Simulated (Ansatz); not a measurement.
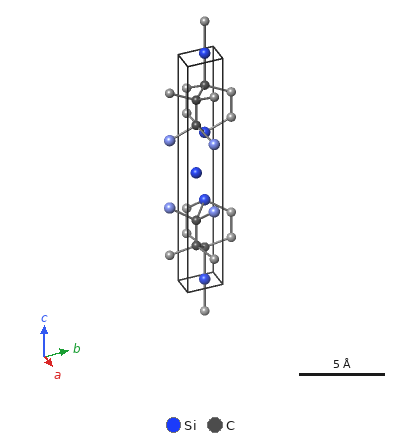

**Figure 1.** The starting structure (ball-and-stick view of the cell of the calculation, seen slightly off an axis; neighbours outside the cell are drawn fainter). An atom can appear more than once, as a periodic image.

**Geometry relaxation of Si$_{2}$C$_{3}$ (part 1 of 2)**

The run: geometry relaxation of Si$_{2}$C$_{3}$ (P-6m2, 10 atoms in the cell). Method and program: DFT PBE, scalar-relativistic, plane waves, PAW, no spin polarisation (Ansatz 0.2.0).

The structure was made by a generator, so it may or may not be a known phase.

### The input
```yaml
crystal:
  lattice:
    - [2.7820284501, 0.0, 0.0]
    - [-1.3910142251, 2.4093073118, 0.0]
    - [0.0, 0.0, 13.8632594794]
  atoms:
    - { symbol: Si, position: [0.3333333333, 0.6666666667, 0.0] }
    - { symbol: Si, position: [0.3333333333, 0.6666666667, 0.3508765767] }
    - { symbol: Si, position: [0.3333333333, 0.6666666667, 0.6491234233] }
    - { symbol: Si, position: [0.6666666667, 0.3333333333, 0.5] }
    - { symbol: C, position: [0.3333333333, 0.6666666667, 0.1413894293] }
    - { symbol: C, position: [0.3333333333, 0.6666666667, 0.8586105707] }
    - { symbol: C, position: [0.6666666667, 0.3333333333, 0.1780477555] }
    - { symbol: C, position: [0.6666666667, 0.3333333333, 0.2895163148] }
    - { symbol: C, position: [0.6666666667, 0.3333333333, 0.7104836852] }
    - { symbol: C, position: [0.6666666667, 0.3333333333, 0.8219522445] }
basis:
  ecutwfc: 420
kpoints:
  mp_grid: { grid: [18, 18, 4] }
hamiltonian:
  xc: pbe
scf:
  occupations: { method: gaussian, width: 0.1 }
output:
  forces: true
  stress: true
  eigenvalues: true
  write_density: true
  write_potential: true
  elf: true
  volumetric_format: npy
relax:
  adjacent_minimum: "off"
  f_tol: 0.01
  max_steps: 80
  cell: { stress_tol: 0.05 }
```

Run on 1 thread of Intel Xeon @ 2.50GHz (Skylake/Cascade Lake), 189 GiB of memory available, shared host.

Run as:
```bash
ansatz run input.yaml --threads 1 --pin off --max-ram 2560MiB --backend cpu --events-out ev --progress --plain --runs-dir out
```

### Output
```
Engine: ansatz 0.2.0, x86_64-unknown-linux-gnu
Pseudopotentials: kind: paw
Pseudopotential: Si, paw, valence charge 4, recommended cutoff 420 eV (normal), Si.paw.azcp
Pseudopotential: C, paw, valence charge 4, recommended cutoff 420 eV (normal), C.paw.azcp
Functional definition: PBE
  parameter kappa = 0.804
  parameter beta = 0.06672455060314922
  exchange = pbe_x(kappa = kappa, mu = beta*pi^2/3)
  correlation = pbe_c(beta = beta)
Crystal: 10 atoms, lattice volume = 92.922 Å³
Basis set: ecut = 420 eV, 1835 PW (Γ), exchange–correlation on 40×40×192 points (8 copies of the dense FFT grid, shifted against one another)
Bands: 30, of which v1, the nominal top of the filled ones, is band 20 counted from 1 (19 counted from 0)
Symmetry: 12 space group operations
Space group: P-6m2 (ITA 187), of the structure as read, at distance tolerance 4.5e-5 Å
k-points: 111 of 1296 (time reversal used)
Non-local potential: Si, projectors of the file, l = 0: 2, l = 1: 2, l = 2: 2
Non-local potential: C, projectors of the file, l = 0: 2, l = 1: 2, l = 2: 1
PAW form: soft (Blöchl's): semilocal exchange-correlation on the pseudo side does not see the compensation charge
PAW one-centre angular grid: Si, 110 points (default); XC on 64 Gauss nodes
PAW one-centre angular grid: C, 110 points (default); XC on 64 Gauss nodes
Initial density: superposition of atomic densities (neutral atoms: chi_scale 0, normalization atom), corrected by the library's trained network
Initial wavefunctions: pseudopotential atomic-orbital guess
Functional: x = pbe(κ = 0.804, μ = 0.2195149727645171), c = pbe(β = 0.06672455060314922)
SCF iter   1: F=—  HF=-4042.041918 eV  |F-HF|=—  |Δ(HF+E_count)|=         —  Δρ=6.00e-3  dr2=1.48e-1  ethr=1.77e-3  ⟨swp⟩=6.7  Hψ=17723  notcnv=0  defer=75
preconditioner: auto → Kerker (q_TF=auto, 2.371 Å⁻¹)  [metal: Δε(μ)=0.006 eV  Ē_g=11.655 eV  σ=0.100 eV  W_gap=0.04  n_scr=10 (ndim 8)  ℏωp=24.4 eV  f_vac=0.000  D(μ)=2.68/eV (n_scr^D=10)]
SCF iter   2: F=—  HF=-4042.036256 eV  |F-HF|=—  |Δ(HF+E_count)|=   5.66e-3  Δρ=3.54e-3  dr2=5.44e-2  ethr=3.69e-4  ⟨swp⟩=1.0  Hψ=4218  notcnv=0  defer=100
SCF iter   3: F=—  HF=-4042.032581 eV  |F-HF|=—  |Δ(HF+E_count)|=   3.68e-3  Δρ=5.78e-4  dr2=2.50e-3  ethr=1.36e-4  ⟨swp⟩=1.0  Hψ=2899  notcnv=0  defer=100
SCF iter   4: F=—  HF=-4042.032409 eV  |F-HF|=—  |Δ(HF+E_count)|=   1.72e-4  Δρ=2.44e-4  dr2=4.09e-4  ethr=6.26e-6  ⟨swp⟩=1.5  Hψ=3019  notcnv=0  defer=100
SCF iter   5: F=—  HF=-4042.032369 eV  |F-HF|=—  |Δ(HF+E_count)|=   4.00e-5  Δρ=8.13e-5  dr2=4.20e-5  ethr=1.02e-6  ⟨swp⟩=1.7  Hψ=3147  notcnv=0  defer=100
SCF iter   6: F=—  HF=-4042.032415 eV  |F-HF|=—  |Δ(HF+E_count)|=   4.55e-5  Δρ=2.75e-5  dr2=4.32e-6  ethr=1.05e-7  ⟨swp⟩=2.4  Hψ=4255  notcnv=0  defer=101
SCF iter   7: F=—  HF=-4042.032414 eV  |F-HF|=—  |Δ(HF+E_count)|=   1.62e-7  Δρ=9.30e-6  dr2=2.97e-7  ethr=1.08e-8  ⟨swp⟩=1.3  Hψ=3107  notcnv=0  defer=101
SCF iter   8: F=-4042.032414 eV  HF=-4042.032414 eV  |F-HF|=6.95e-9  |Δ(HF+E_count)|=   9.31e-9  Δρ=2.08e-6  dr2=1.03e-8  ethr=2.50e-10  ⟨swp⟩=14.5  Hψ=23196  notcnv=0
SCF 1 converged in 8 iterations: F = -4042.032414 eV  dr2 = 1.03e-8
  greatest PAW one-centre occupation: 0.682 electrons in one spin orbital (limit 2), on the Si atom at site 3 (counted from 0), in its partial waves of l = 0
relax step   1: F+E_penalty+E_count = -4042.03241434 eV  Δ(F+E_penalty+E_count) = +0.000e0 eV  max|allowed force component| = 1.048e-1 eV/Å  Δτ_max = 0.0000 Å  P = -0.272 GPa  Ω = 92.922 Å³  (8 SCF iters, dr2 threshold 1.00e-7 eV, accepted)
Crystal: 10 atoms, lattice volume = 92.902 Å³
Initial density: handed on by an earlier stage of this run
Initial wavefunctions: those handed on with the density
iter 1 solved again at ethr=2.74e-5 eV; its pass at ethr=3.10e-3 eV (dr2=1.10e-2 eV) is discarded
SCF iter   1: F=—  HF=-4042.038063 eV  |F-HF|=—  |Δ(HF+E_count)|=         —  Δρ=2.82e-3  dr2=1.20e-2  ethr=2.74e-5  ⟨swp⟩=1.9  Hψ=15700  notcnv=0
preconditioner: auto → Kerker (q_TF=auto, 2.371 Å⁻¹)  [metal: Δε(μ)=0.003 eV  Ē_g=11.642 eV  σ=0.100 eV  W_gap=0.01  n_scr=10 (ndim 8)  ℏωp=24.4 eV  f_vac=0.000  D(μ)=2.62/eV (n_scr^D=8)]
SCF iter   2: F=—  HF=-4042.036707 eV  |F-HF|=—  |Δ(HF+E_count)|=   1.36e-3  Δρ=1.46e-3  dr2=3.51e-3  ethr=2.74e-5  ⟨swp⟩=1.0  Hψ=3330  notcnv=0
SCF iter   3: F=—  HF=-4042.036157 eV  |F-HF|=—  |Δ(HF+E_count)|=   5.50e-4  Δρ=1.49e-4  dr2=3.09e-5  ethr=8.79e-6  ⟨swp⟩=2.2  Hψ=4584  notcnv=0
SCF iter   4: F=—  HF=-4042.036194 eV  |F-HF|=—  |Δ(HF+E_count)|=   3.75e-5  Δρ=4.06e-5  dr2=2.26e-6  ethr=7.74e-8  ⟨swp⟩=2.6  Hψ=5485  notcnv=0
iter 5 did not close the SCF: its close was put off for the readings that it lacked (scf_convergence_deferred on its scf_iter line)
SCF iter   5: F=-4042.036194 eV  HF=-4042.036194 eV  |F-HF|=1.08e-7  |Δ(HF+E_count)|=   1.42e-7  Δρ=1.05e-5  dr2=2.11e-7  ethr=5.64e-9  ⟨swp⟩=2.2  Hψ=5542  notcnv=0
SCF iter   6: F=-4042.036194 eV  HF=-4042.036194 eV  |F-HF|=1.93e-8  |Δ(HF+E_count)|=   9.05e-9  Δρ=2.95e-6  dr2=3.21e-8  ethr=5.28e-10  ⟨swp⟩=7.9  Hψ=22189  notcnv=0
SCF 2 converged in 6 iterations: F = -4042.036194 eV  dr2 = 3.21e-8
  greatest PAW one-centre occupation: 0.681 electrons in one spin orbital (limit 2), on the Si atom at site 3 (counted from 0), in its partial waves of l = 0
relax step   2: F+E_penalty+E_count = -4042.03619427 eV  Δ(F+E_penalty+E_count) = -3.780e-3 eV  max|allowed force component| = 4.085e-2 eV/Å  Δτ_max = 0.0145 Å  P = -0.223 GPa  Ω = 92.902 Å³  energy of the carried Pulay correction = +4.602e-5 eV  (6 SCF iters, dr2 threshold 1.00e-6 eV, accepted)
Crystal: 10 atoms, lattice volume = 92.793 Å³
iter 1 solved again at ethr=2.19e-6 eV; its pass at ethr=3.10e-3 eV (dr2=8.74e-4 eV) is discarded
SCF iter   1: F=—  HF=-4042.036706 eV  |F-HF|=—  |Δ(HF+E_count)|=         —  Δρ=3.32e-4  dr2=8.24e-4  ethr=2.19e-6  ⟨swp⟩=1.0  Hψ=14306  notcnv=0
preconditioner: auto → Kerker (q_TF=auto, 2.371 Å⁻¹)  [metal: Δε(μ)=0.009 eV  Ē_g=11.646 eV  σ=0.100 eV  W_gap=0.05  n_scr=10 (ndim 8)  ℏωp=24.4 eV  f_vac=0.000  D(μ)=2.51/eV (n_scr^D=8)]
SCF iter   2: F=—  HF=-4042.036681 eV  |F-HF|=—  |Δ(HF+E_count)|=   2.51e-5  Δρ=2.00e-4  dr2=4.55e-4  ethr=2.06e-6  ⟨swp⟩=1.0  Hψ=3330  notcnv=0
SCF iter   3: F=—  HF=-4042.036653 eV  |F-HF|=—  |Δ(HF+E_count)|=   2.85e-5  Δρ=6.23e-5  dr2=1.27e-5  ethr=1.14e-6  ⟨swp⟩=1.0  Hψ=3330  notcnv=0
SCF iter   4: F=—  HF=-4042.036688 eV  |F-HF|=—  |Δ(HF+E_count)|=   3.54e-5  Δρ=3.14e-5  dr2=2.49e-6  ethr=3.17e-8  ⟨swp⟩=2.2  Hψ=4755  notcnv=0
SCF iter   5: F=—  HF=-4042.036688 eV  |F-HF|=—  |Δ(HF+E_count)|=   3.05e-7  Δρ=1.23e-5  dr2=3.74e-7  ethr=6.22e-9  ⟨swp⟩=1.8  Hψ=4257  notcnv=0
SCF iter   6: F=-4042.036688 eV  HF=-4042.036688 eV  |F-HF|=2.75e-9  |Δ(HF+E_count)|=   7.48e-8  Δρ=2.23e-6  dr2=4.77e-9  ethr=5.95e-10  ⟨swp⟩=10.1  Hψ=20980  notcnv=0
SCF 3 converged in 6 iterations: F = -4042.036688 eV  dr2 = 4.77e-9
relax step   3: F+E_penalty+E_count = -4042.03668771 eV  Δ(F+E_penalty+E_count) = -4.934e-4 eV  max|allowed force component| = 2.626e-2 eV/Å  Δτ_max = 0.0019 Å  P = -0.015 GPa  Ω = 92.793 Å³  energy of the carried Pulay correction = +3.017e-4 eV  (6 SCF iters, dr2 threshold 2.38e-7 eV, accepted)
Crystal: 10 atoms, lattice volume = 92.717 Å³
iter 1 solved again at ethr=2.05e-6 eV; its pass at ethr=3.10e-3 eV (dr2=8.22e-4 eV) is discarded
SCF iter   1: F=—  HF=-4042.036981 eV  |F-HF|=—  |Δ(HF+E_count)|=         —  Δρ=3.47e-4  dr2=8.04e-4  ethr=2.05e-6  ⟨swp⟩=1.0  Hψ=14315  notcnv=0
preconditioner: auto → Kerker (q_TF=auto, 2.372 Å⁻¹)  [metal: Δε(μ)=0.022 eV  Ē_g=11.650 eV  σ=0.100 eV  W_gap=0.12  n_scr=10 (ndim 8)  ℏωp=24.4 eV  f_vac=0.000  D(μ)=2.45/eV (n_scr^D=8)]
SCF iter   2: F=—  HF=-4042.036943 eV  |F-HF|=—  |Δ(HF+E_count)|=   3.75e-5  Δρ=1.74e-4  dr2=3.21e-4  ethr=2.01e-6  ⟨swp⟩=1.0  Hψ=3330  notcnv=0
SCF iter   3: F=—  HF=-4042.036922 eV  |F-HF|=—  |Δ(HF+E_count)|=   2.09e-5  Δρ=4.12e-5  dr2=1.19e-5  ethr=8.03e-7  ⟨swp⟩=1.0  Hψ=3330  notcnv=0
SCF iter   4: F=—  HF=-4042.036962 eV  |F-HF|=—  |Δ(HF+E_count)|=   3.96e-5  Δρ=1.68e-5  dr2=1.12e-6  ethr=2.96e-8  ⟨swp⟩=1.8  Hψ=3559  notcnv=0
SCF iter   5: F=—  HF=-4042.036962 eV  |F-HF|=—  |Δ(HF+E_count)|=   9.97e-8  Δρ=6.05e-6  dr2=1.69e-7  ethr=2.81e-9  ⟨swp⟩=2.0  Hψ=4295  notcnv=0
SCF iter   6: F=-4042.036962 eV  HF=-4042.036962 eV  |F-HF|=1.63e-8  |Δ(HF+E_count)|=   1.95e-8  Δρ=2.21e-6  dr2=1.90e-8  ethr=1.70e-10  ⟨swp⟩=8.7  Hψ=18862  notcnv=0
SCF 4 converged in 6 iterations: F = -4042.036962 eV  dr2 = 1.90e-8
relax step   4: F+E_penalty+E_count = -4042.03696189 eV  Δ(F+E_penalty+E_count) = -2.742e-4 eV  max|allowed force component| = 2.452e-2 eV/Å  Δτ_max = 0.0015 Å  P = +0.082 GPa  Ω = 92.717 Å³  energy of the carried Pulay correction = +4.808e-4 eV  (6 SCF iters, dr2 threshold 6.80e-8 eV, accepted)
Crystal: 10 atoms, lattice volume = 92.725 Å³
iter 1 solved again at ethr=9.17e-7 eV; its pass at ethr=3.10e-3 eV (dr2=3.67e-4 eV) is discarded
SCF iter   1: F=—  HF=-4042.036995 eV  |F-HF|=—  |Δ(HF+E_count)|=         —  Δρ=3.39e-4  dr2=3.64e-4  ethr=9.17e-7  ⟨swp⟩=1.0  Hψ=14302  notcnv=0
preconditioner: auto → Kerker (q_TF=auto, 2.372 Å⁻¹)  [metal: Δε(μ)=0.030 eV  Ē_g=11.649 eV  σ=0.100 eV  W_gap=0.17  n_scr=10 (ndim 8)  ℏωp=24.4 eV  f_vac=0.000  D(μ)=2.43/eV (n_scr^D=8)]
SCF iter   2: F=—  HF=-4042.036967 eV  |F-HF|=—  |Δ(HF+E_count)|=   2.82e-5  Δρ=1.56e-4  dr2=1.12e-4  ethr=9.10e-7  ⟨swp⟩=1.0  Hψ=3330  notcnv=0
SCF iter   3: F=—  HF=-4042.036955 eV  |F-HF|=—  |Δ(HF+E_count)|=   1.17e-5  Δρ=2.48e-5  dr2=2.75e-6  ethr=2.79e-7  ⟨swp⟩=1.0  Hψ=3330  notcnv=0
SCF iter   4: F=—  HF=-4042.036996 eV  |F-HF|=—  |Δ(HF+E_count)|=   4.10e-5  Δρ=8.49e-6  dr2=1.11e-7  ethr=6.86e-9  ⟨swp⟩=2.2  Hψ=4230  notcnv=0
iter 5 did not close the SCF: its close was put off for the readings that it lacked (scf_convergence_deferred on its scf_iter line)
SCF iter   5: F=-4042.036996 eV  HF=-4042.036996 eV  |F-HF|=7.96e-9  |Δ(HF+E_count)|=   1.86e-8  Δρ=2.22e-6  dr2=1.12e-8  ethr=2.79e-10  ⟨swp⟩=2.3  Hψ=5102  notcnv=0
SCF iter   6: F=-4042.036996 eV  HF=-4042.036996 eV  |F-HF|=1.14e-9  |Δ(HF+E_count)|=   1.44e-9  Δρ=7.17e-7  dr2=1.61e-9  ethr=2.79e-11  ⟨swp⟩=6.0  Hψ=17980  notcnv=0
SCF 5 converged in 6 iterations: F = -4042.036996 eV  dr2 = 1.61e-9
relax step   5: F+E_penalty+E_count = -4042.03699607 eV  Δ(F+E_penalty+E_count) = -3.418e-5 eV  max|allowed force component| = 1.015e-2 eV/Å  Δτ_max = 0.0012 Å  P = +0.004 GPa  Ω = 92.725 Å³  energy of the carried Pulay correction = +4.621e-4 eV  (6 SCF iters, dr2 threshold 3.76e-8 eV, accepted)
Crystal: 10 atoms, lattice volume = 92.710 Å³
iter 1 solved again at ethr=6.86e-7 eV; its pass at ethr=3.10e-3 eV (dr2=2.74e-4 eV) is discarded
SCF iter   1: F=—  HF=-4042.037029 eV  |F-HF|=—  |Δ(HF+E_count)|=         —  Δρ=2.81e-4  dr2=2.74e-4  ethr=6.86e-7  ⟨swp⟩=1.0  Hψ=14311  notcnv=0
preconditioner: auto → Kerker (q_TF=auto, 2.372 Å⁻¹)  [metal: Δε(μ)=0.030 eV  Ē_g=11.650 eV  σ=0.100 eV  W_gap=0.17  n_scr=10 (ndim 8)  ℏωp=24.4 eV  f_vac=0.000  D(μ)=2.41/eV (n_scr^D=8)]
SCF iter   2: F=—  HF=-4042.037011 eV  |F-HF|=—  |Δ(HF+E_count)|=   1.84e-5  Δρ=1.33e-4  dr2=9.07e-5  ethr=6.85e-7  ⟨swp⟩=1.0  Hψ=3330  notcnv=0
SCF iter   3: F=—  HF=-4042.037047 eV  |F-HF|=—  |Δ(HF+E_count)|=   3.66e-5  Δρ=2.22e-5  dr2=2.42e-6  ethr=2.27e-7  ⟨swp⟩=1.0  Hψ=3330  notcnv=0
SCF iter   4: F=—  HF=-4042.037045 eV  |F-HF|=—  |Δ(HF+E_count)|=   2.30e-6  Δρ=8.68e-6  dr2=1.63e-7  ethr=6.06e-9  ⟨swp⟩=2.0  Hψ=3874  notcnv=0
SCF iter   5: F=—  HF=-4042.037045 eV  |F-HF|=—  |Δ(HF+E_count)|=   1.98e-8  Δρ=2.49e-6  dr2=1.66e-8  ethr=4.07e-10  ⟨swp⟩=2.2  Hψ=4707  notcnv=0
SCF iter   6: F=-4042.037045 eV  HF=-4042.037045 eV  |F-HF|=1.56e-9  |Δ(HF+E_count)|=  7.31e-10  Δρ=8.95e-7  dr2=2.33e-9  ethr=1.61e-11  ⟨swp⟩=7.8  Hψ=16649  notcnv=0
SCF 6 converged in 6 iterations: F = -4042.037045 eV  dr2 = 2.33e-9
  greatest PAW one-centre occupation: 0.680 electrons in one spin orbital (limit 2), on the Si atom at site 3 (counted from 0), in its partial waves of l = 0
relax step   6: F+E_penalty+E_count = -4042.03704510 eV  Δ(F+E_penalty+E_count) = -4.902e-5 eV  max|allowed force component| = 2.172e-3 eV/Å  Δτ_max = 0.0013 Å  P = -0.002 GPa  Ω = 92.710 Å³  energy of the carried Pulay correction = +4.957e-4 eV  (6 SCF iters, dr2 threshold 6.44e-9 eV, accepted)
Initial wavefunctions: pseudopotential atomic-orbital guess (no wavefunctions were taken with the density)
iter 1 solved again at ethr=6.20e-7 eV; its pass at ethr=3.10e-3 eV (dr2=2.48e-4 eV) is discarded
SCF iter   1: F=—  HF=-4042.036572 eV  |F-HF|=—  |Δ(HF+E_count)|=         —  Δρ=2.21e-5  dr2=6.32e-8  ethr=6.20e-7  ⟨swp⟩=3.0  Hψ=26361  notcnv=0
eigensolver tolerance schedule: the retry pair's looser diagonalisation over-reported the residual by 3923.27 of it (diagonalisation noise at 3.66 of the residual, at the tolerance the schedule requests for it); recorded, not acted on — ethr = c·dr2/N_el stays at c = 1.0e-1
preconditioner: auto → Kerker (q_TF=auto, 2.372 Å⁻¹)  [metal: Δε(μ)=0.030 eV  Ē_g=11.651 eV  σ=0.100 eV  W_gap=0.17  n_scr=10 (ndim 8)  ℏωp=24.4 eV  f_vac=0.000  D(μ)=2.44/eV (n_scr^D=8)]
SCF iter   2: F=—  HF=-4042.036615 eV  |F-HF|=—  |Δ(HF+E_count)|=   4.30e-5  Δρ=1.17e-5  dr2=1.80e-8  ethr=1.58e-10  ⟨swp⟩=3.1  Hψ=6509  notcnv=0
SCF iter   3: F=—  HF=-4042.036615 eV  |F-HF|=—  |Δ(HF+E_count)|=   8.05e-8  Δρ=1.84e-6  dr2=6.66e-10  ethr=4.51e-11  ⟨swp⟩=2.2  Hψ=5158  notcnv=0
iter 4 did not close the SCF: its close was put off for the readings that it lacked (scf_convergence_deferred on its scf_iter line)
SCF iter   4: F=-4042.036615 eV  HF=-4042.036615 eV  |F-HF|=9.55e-12  |Δ(HF+E_count)|=   1.61e-9  Δρ=3.24e-7  dr2=7.50e-11  ethr=1.66e-12  ⟨swp⟩=2.4  Hψ=5720  notcnv=0
iter 5 did not close the SCF: its close was put off for the readings that it lacked (scf_convergence_deferred on its scf_iter line)
SCF iter   5: F=-4042.036615 eV  HF=-4042.036615 eV  |F-HF|=1.36e-12  |Δ(HF+E_count)|=  1.55e-11  Δρ=4.96e-8  dr2=5.21e-12  ethr=1.00e-12  ⟨swp⟩=1.0  Hψ=3330  notcnv=0
SCF iter   6: F=-4042.036615 eV  HF=-4042.036615 eV  |F-HF|=4.55e-13  |Δ(HF+E_count)|=  9.09e-13  Δρ=2.39e-8  dr2=6.39e-13  ethr=1.00e-12  ⟨swp⟩=4.6  Hψ=13628  notcnv=0
SCF 7 converged in 6 iterations: F = -4042.036615 eV  dr2 = 6.39e-13
relax step   7: F+E_penalty+E_count = -4042.03661550 eV  Δ(F+E_penalty+E_count) = +4.296e-4 eV  max|allowed force component| = 2.265e-3 eV/Å  Δτ_max = 0.0000 Å  P = -0.008 GPa  Ω = 92.710 Å³  stress off target by 1.55e-2 GPa  SCF on the basis re-selected at this cell (its energy is not comparable with the rows above)  (6 SCF iters)
```

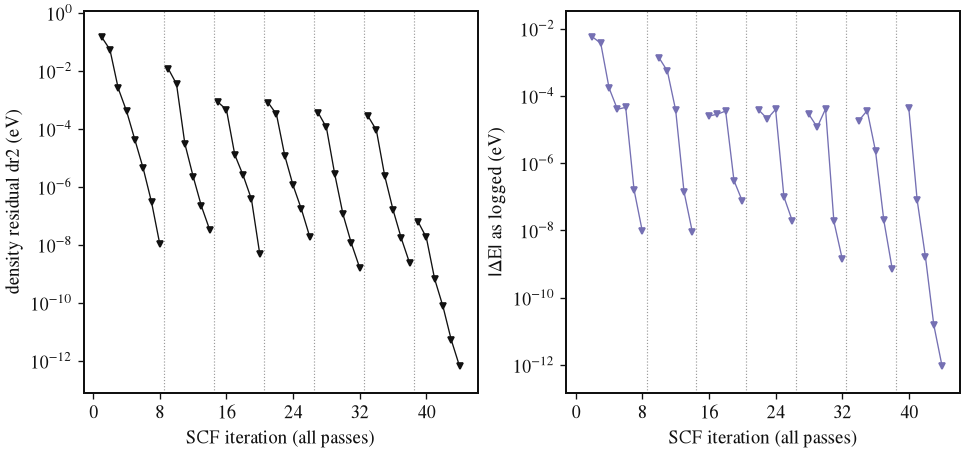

**Figure 2.** Convergence of the self-consistent field: density residual dr2 and size of the energy change against the SCF iteration. The dotted lines part the SCF passes of the relaxation: geometry steps, rejected trials and re-solves on a re-selected basis. The 7 passes take 6 to 8 iterations each, 44 in all.
